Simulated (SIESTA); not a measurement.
## A series of single points on P

System: P (Cmce, 4 atoms in the cell).
Method: Kohn-Sham DFT of a periodic cell, LDA, PseudoDojo 0.4 standard, converted to PSML, no spin polarisation (SIESTA 5.4.2).

The 7 runs differ only in the geometry, by an even scaling of the cell at fixed fractional positions. The structure derives from a Materials Project entry.

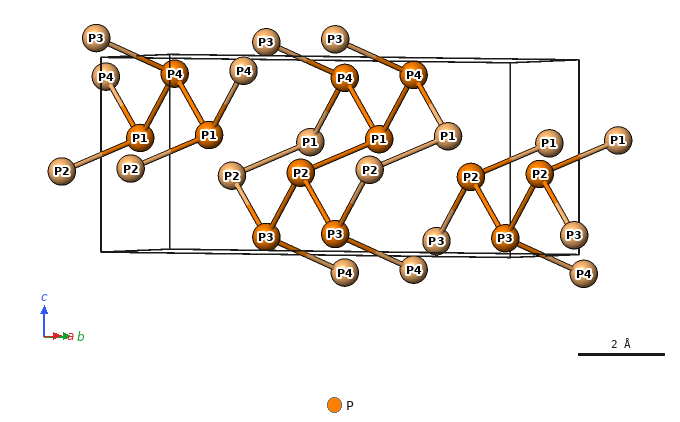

Figure 1. The structure of run 4 (ball-and-stick view of the cell 2 times as large as that of the calculation, set on its symmetry axes, seen at an oblique angle; neighbours outside the cell are drawn fainter; atoms are numbered from 1 in the order of the input). An atom can appear more than once, as a periodic image.

## Input of run 4
```
SystemName                      P
SystemLabel                     P
NumberOfSpecies                 1
NumberOfAtoms                   4
%block ChemicalSpeciesLabel
  1  15 P
%endblock ChemicalSpeciesLabel

LatticeConstant                 1.0 Ang
%block LatticeVectors
     1.6477431241    -5.4650377251     0.0000000000
     1.6477431241     5.4650377251     0.0000000000
     0.0000000000     0.0000000000     4.5436355900
%endblock LatticeVectors
AtomicCoordinatesFormat         Fractional
%block AtomicCoordinatesAndAtomicSpecies
     0.9041431300     0.0958568700     0.5888151700  1  P
     0.0958568700     0.9041431300     0.4111848300  1  P
     0.5958568700     0.4041431300     0.0888151700  1  P
     0.4041431300     0.5958568700     0.9111848300  1  P
%endblock AtomicCoordinatesAndAtomicSpecies

%block kgrid.MonkhorstPack
    8   0   0  0.0
    0   8   0  0.0
    0   0   6  0.0
%endblock kgrid.MonkhorstPack
XC.Functional                   LDA
XC.Authors                      PW92
PAO.BasisSize                   DZP
PAO.EnergyShift                 0.003 Ry
Mesh.Cutoff                     500 Ry
OccupationFunction              FD
ElectronicTemperature           0.05 eV
MaxSCFIterations                120
SCF.MustConverge                false
SCF.Mixer.Method                Pulay
SCF.Mixer.Weight                0.25
SCF.Mixer.History               8
SCF.DM.Tolerance                5.0e-05
SCF.H.Tolerance                 1.0e-03 eV
WriteForces                     true
Charge.Mulliken                 end
BandLinesScale                  ReciprocalLatticeVectors
%block BandLines
    1    0.000000   0.000000   0.000000  \Gamma
   10    0.272727   0.272727   0.000000  X
    3    0.000000   0.500000   0.000000  S
    7    0.000000   0.500000   0.500000  R
    3    0.272727   0.272727   0.500000  A
   10    0.000000   0.000000   0.500000  Z
    7    0.000000   0.000000   0.000000  \Gamma
    6   -0.500000   0.500000   0.000000  Y
    8   -0.272727   0.727273   0.000000  X1
    7   -0.272727   0.727273   0.500000  A1
    8   -0.500000   0.500000   0.500000  T
    7   -0.500000   0.500000   0.000000  Y
    1    0.000000   0.000000   0.500000  Z
    6   -0.500000   0.500000   0.500000  T
%endblock BandLines
```

Command:
```bash
siesta P.fdf > P.out 2>&1
```

Run 5 has the same physical settings and fractional positions; its lattice vectors (Å) are:
```
   1.658656   -5.501231    0.000000
   1.658656    5.501231    0.000000
   0.000000    0.000000    4.573727
```

## Results, with one run withheld

```tsv
run	volume per atom (Å³)	free energy per atom, from the lowest run given (meV)	pressure (GPa)	gap on the mesh (eV)
1	19.230	12.94	4.44	0.03
2	19.639	4.14	2.50	0.02
3	20.049	0.00	0.78	0.00
4	20.458	0.05	−0.78	0.02
5	20.867	?	?	?
6	21.276	11.04	−3.42	0.09
7	21.685	21.25	−4.55	0.13
```

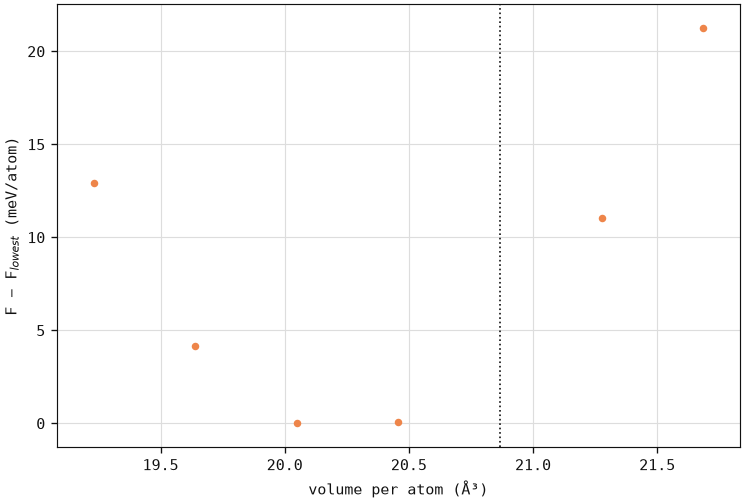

Figure 2. Free energy per atom of the runs given; the dotted line marks run 5.

Fit the runs given and predict run 5.

A cubic polynomial in V^(−2/3) (the Birch–Murnaghan form), fitted to the 6 runs given, misses them by under 0.01 meV per atom. With x = V^(−2/3) − 0.13412 Å⁻², it reads F = −0.32103 − 600.97 x + 6.0214e+05 x² + 7.3355e+05 x³ (meV per atom). At run 5 it gives 3.86 meV per atom, and the run itself gives 3.86. The slope of the fit gives a pressure −dF/dV of −2.18 GPa there, and the run prints −2.17 GPa. The fit has its minimum at 20.246 Å³ per atom, where V d²F/dV² gives 76.9 GPa. Cell shape and fractional positions are held, so this is the stiffness under even scaling; the relaxed bulk modulus wasn't computed. The gap on the mesh lies between 0.00 eV (run 3) and 0.13 eV (run 7); run 5 has 0.06 eV. These are gaps of this functional on this mesh, which can miss the band edges; they aren't the measured gap.

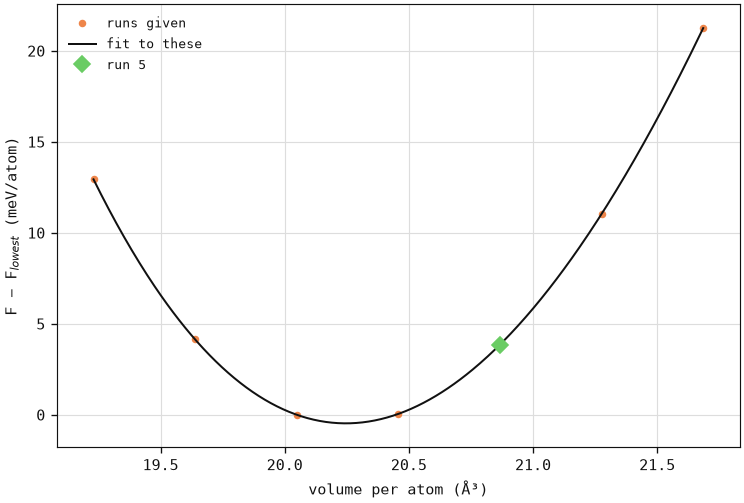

Figure 3. The fit and the withheld run.

## Some lines of the output (run 5)
```
[...]
outcell: Cell volume (Ang**3)        :     83.4673
stepf: Fermi-Dirac step function
siesta: Etot    =      -756.092056
siesta: FreeEng =      -756.092378
        iscf     Eharris(eV)        E_KS(eV)     FreeEng(eV)     dDmax    Ef(eV) dHmax(eV)
siesta: E_KS(eV) =             -756.1463
siesta: E_KS - E_eggbox =      -756.1463
siesta: Etot    =      -756.146303
siesta: FreeEng =      -756.146894
siesta:         Fermi =      -4.421766
siesta: Cell volume =         83.467294 Ang**3
    Orbital volume contribution        =           3.138338 eV
```

Notes: Points of doubt noted for this run: mulliken charges of long orbitals. With a small basis of atomic orbitals these values can differ much from converged plane-wave results.
